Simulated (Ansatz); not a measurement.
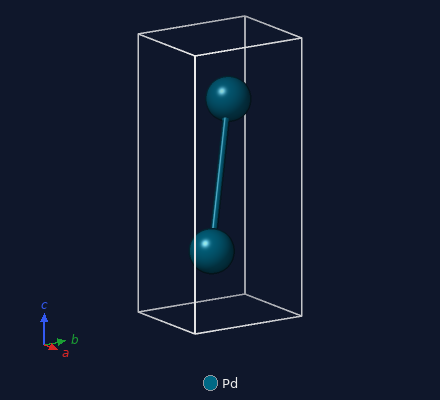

Pd (P6_3/mmc, No. 194): the geometry relaxed at fixed volume with Ansatz 0.2.0, DFT r2SCAN, scalar-relativistic, plane waves, PAW; the starting structure was generated, so it need not be a known form of this composition.

```
Pd
1.0
     2.73560    0.00000    0.00000
    -1.36780    2.36910    0.00000
     0.00000    0.00000    4.62651
Pd
2
Cartesian
  0.0000 1.5794 3.4699
  1.3678 0.7897 1.1566
```

Q: What will an integrated-DPC-like image along [001] show? Simulated as the projected potential of neutral atoms (B = 0.5 Å²) blurred by a 0.62 Å probe, the thin-sample limit of integrated differential phase contrast. Shot noise was added.

A: The columns repeat on a hexagonal net with a repeat of 2.74 Å (plane group p6mm). All columns are alike (Pd). The shortest distance between visible columns is 1.58 Å in projection. Along the beam the structure repeats every 4.63 Å.

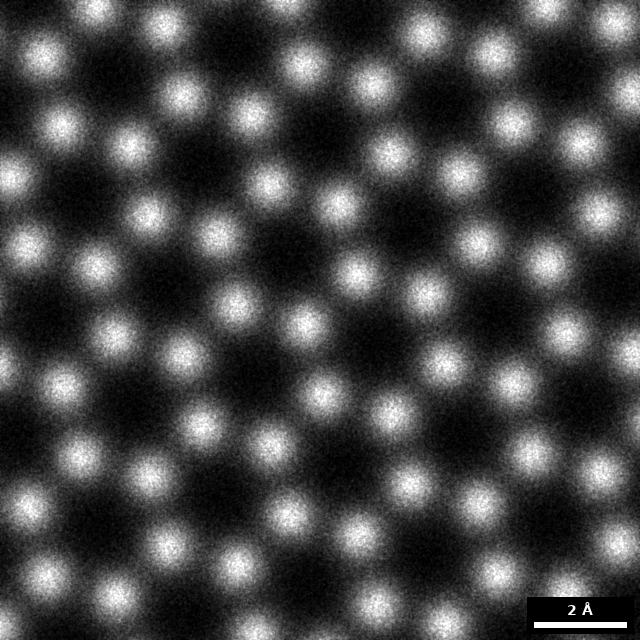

The simulated image.
